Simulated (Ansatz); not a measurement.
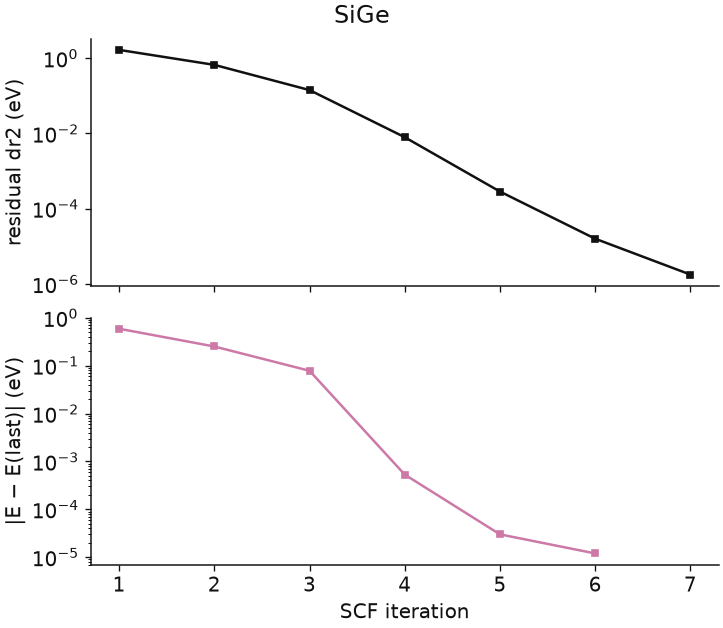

The plot shows the SCF iterations of a calculation: density residual dr2, distance of the Harris–Foulkes energy from its last value. The starting density is a sum of atomic densities corrected by a trained network.

SiGe (4 atoms in the cell), run with Ansatz.

```
crystal:
  lattice:
    - [3.6641235897, 0.0, 0.0]
    - [-1.8320617949, 3.1732241113, 0.0]
    - [0.0, 0.0, 6.0852322218]
  atoms:
    - { symbol: Si, position: [0.6666666667, 0.3333333333, 0.8735757989] }
    - { symbol: Si, position: [0.3333333333, 0.6666666667, 0.3735757989] }
    - { symbol: Ge, position: [0.6666666667, 0.3333333333, 0.5014232011] }
    - { symbol: Ge, position: [0.3333333333, 0.6666666667, 0.0014232011] }
basis:
  ecutwfc: 420
kpoints:
  mp_grid: { grid: [12, 12, 8] }
hamiltonian:
  xc: pbesol
scf:
  occupations: { method: fermi_dirac, width: 5.0 }
  max_iter: 75
output:
  forces: true
  eigenvalues: true
  stress: true
```

Launched with:
```bash
ansatz run input.yaml --threads 1 --pin off --max-ram 3072MiB --backend cpu --events-out ev --progress --plain --runs-dir out
```

Was self-consistency reached?

Answer. It did not finish: the time limit cut it off after 7 iterations. The residual is still falling at the last step (down to 1.8 × 10⁻⁶).

Why did it fail, and what helps?

Answer. The input holds a fault, a smearing of electronvolts: scf.occupations set to {"method": "Fermi-Dirac", "width": 5.0} (from {"method": "gaussian", "width": 0.01}). The plot doesn't show it to be the cause; the time allowed was short.
